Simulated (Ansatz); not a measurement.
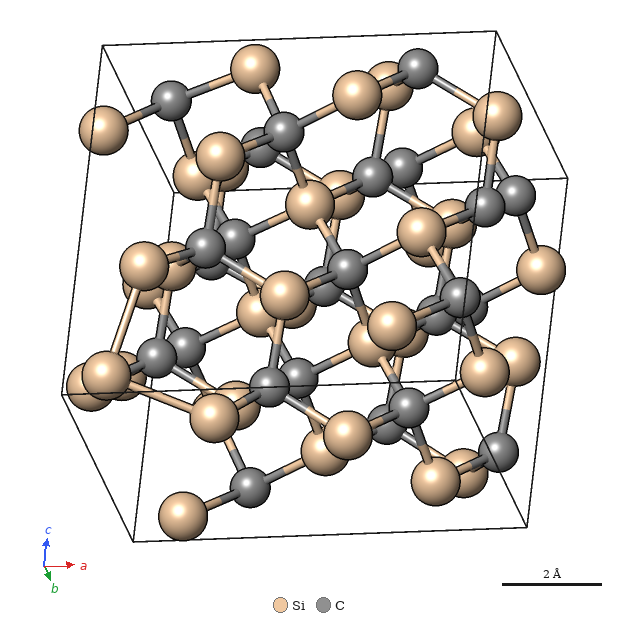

Ball-and-stick representation of a periodic structure, projected from a general direction. The parallelepiped is the simulation cell.

Notes on the structure:

The material is Si25C24. It is rhombohedral (trigonal R), space group R3 (No. 146). Content of the cell: 25 Si, 24 C (Z = 1). The coordination, counted out to bonding distance, is Si 4 to 9 (mean 4.4) and C 4 to 5 (mean 4.1). The bonds build a three-dimensional framework.

The model was built from a structure listed in the Materials Project, repeated into a supercell with a point defect put in. The atoms were relaxed in a fixed cell with Ansatz 0.2.0, DFT PBE, scalar-relativistic, plane waves, PAW.
